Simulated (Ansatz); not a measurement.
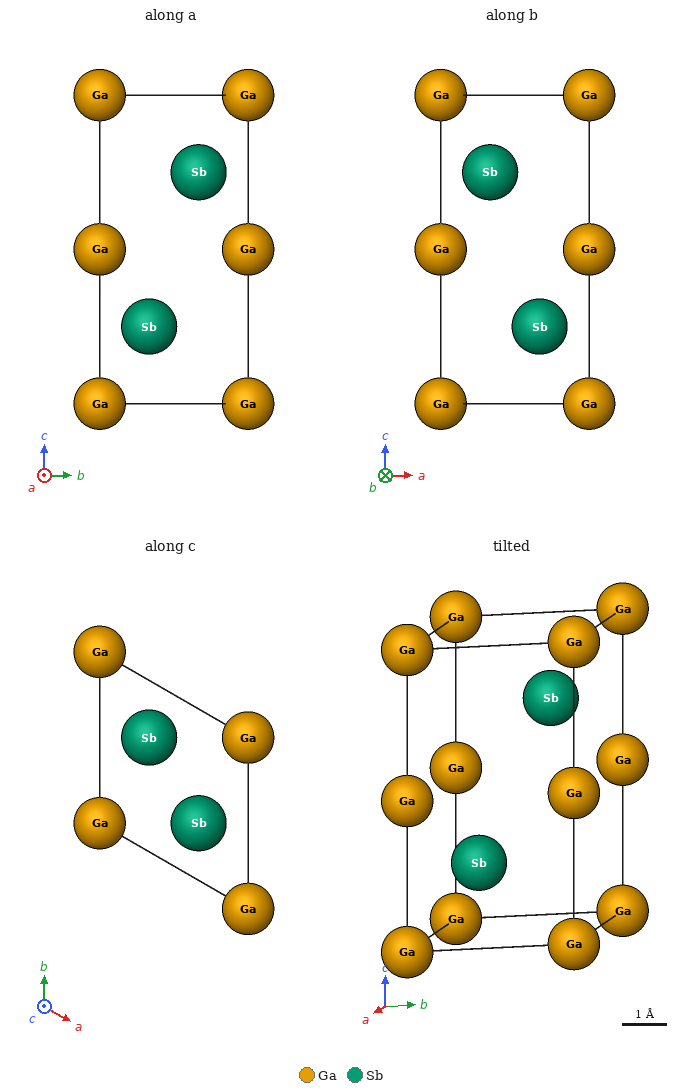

Spheres-only representation of a periodic structure, projected along the a axis, along the b axis, along the c axis and slightly off an axis. Atoms at the boundary of the conventional unit cell (the box) are drawn once for each face, edge or corner they touch.

Lattice parameters: a = 3.9788 Å, b = 3.9788 Å, c = 7.1621 Å, α = 90.000°, β = 90.000°, γ = 120.000°.

> From the views, write a CIF with its space group and independent sites.

```cif
data_structure
_symmetry_space_group_name_H-M 'P 63/m m c'
_symmetry_Int_Tables_number 194
_cell_length_a 3.9788
_cell_length_b 3.9788
_cell_length_c 7.1621
_cell_angle_alpha 90.000
_cell_angle_beta 90.000
_cell_angle_gamma 120.000
_cell_volume 98.19
loop_
_atom_site_label
_atom_site_type_symbol
_atom_site_symmetry_multiplicity
_atom_site_Wyckoff_symbol
_atom_site_fract_x
_atom_site_fract_y
_atom_site_fract_z
_atom_site_occupancy
Ga1 Ga 2 a 0.0000 0.0000 0.0000 1
Sb1 Sb 2 d 0.3333 0.6667 0.7500 1
```

Starting structure: a structure type filled with these elements by a generator (whether the compound takes this form wasn't checked). Earlier steps of the study may have refined or changed the cell and positions. Ansatz was used for an electronic-structure calculation on it.
